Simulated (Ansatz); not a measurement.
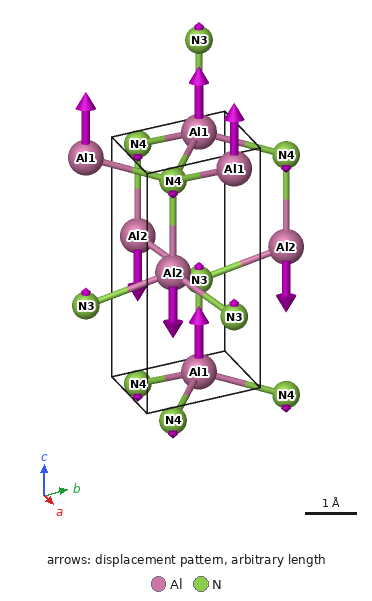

Normal modes of solid AlN relaxed at 15 GPa, space group P6₃mc (No. 186), at the zone centre. The optical levels lie at 236 (×2), 568, 650, 709 (×2), 715 (×2), 760 cm⁻¹. One mode is drawn. Displacements are drawn as purple arrows; their common scale and sign are arbitrary. A ball-and-stick model of the cell of the calculation, seen slightly off an axis.

The calculation used DFT PBE, scalar-relativistic, plane waves, PAW in Ansatz. Set-up: plane-wave cutoff 420 eV; k-point mesh 12 × 12 × 6; occupations fixed; target pressure 15 GPa; no spin polarisation.

Frequencies are those without the non-analytic (LO–TO) term.

Q: Which of these frequencies is the drawn mode's?

A: The level at 568 cm⁻¹. This is the B₁ mode, optical level 2 of 6, counted from below, silent by symmetry (neither infrared- nor Raman-active). All motion is along c; atoms of one kind move against one another, with no net shift of any sublattice; it stretches the shortest Al–N bonds (1.87 Å); the kinetic energy is shared as Al 99 %, N 1 %.
